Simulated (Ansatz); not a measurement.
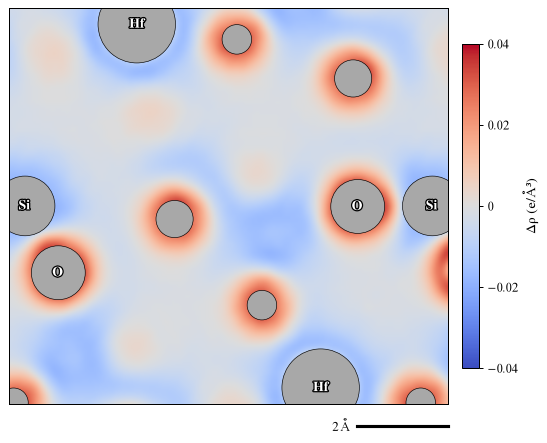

HfSiO$_{4}$. Difference of the valence pseudo-densities of two functionals at the same geometry, on the (111) plane of the calculation cell: one of PBEsol and r2SCAN less the other.

Both computed with Ansatz (plane waves, PAW), on the same k-point mesh. Grey discs cover the atomic cores.

```xyz
12
Lattice="-3.2862 3.2862 2.9816 3.2862 -3.2862 2.9816 3.2862 3.2862 -2.9816" Properties=species:S:1:pos:R:3 pbc="T T T"
Hf    0.0000    3.2862    1.4908
Hf    0.0000    0.0000    0.0000
Si    3.2862    0.0000    1.4908
Si    0.0000    0.0000    2.9816
O     3.2862    2.0685   -1.0777
O     4.5040    0.0000    0.4131
O     0.0000    1.2178    1.9039
O     2.0685    0.0000    0.4131
O     3.2862    1.2178    2.5685
O     1.2178    0.0000    4.0593
O     3.2862   -1.2178    2.5685
O     2.0685    3.2862    1.0777
```

### Which was subtracted from which, and what does the map show?

It is r2SCAN less PBEsol. Against PBEsol, r2SCAN gives less density around Hf (−0.012 e/Å³ on average at 1.2 Å from the nucleus), less density around Si (−0.004 e/Å³ on average at 0.9 Å from the nucleus), more density around O (+0.016 e/Å³ on average at 0.7 Å from the nucleus) and a change of +0.014 e/Å³ at the midpoint of Si–O.
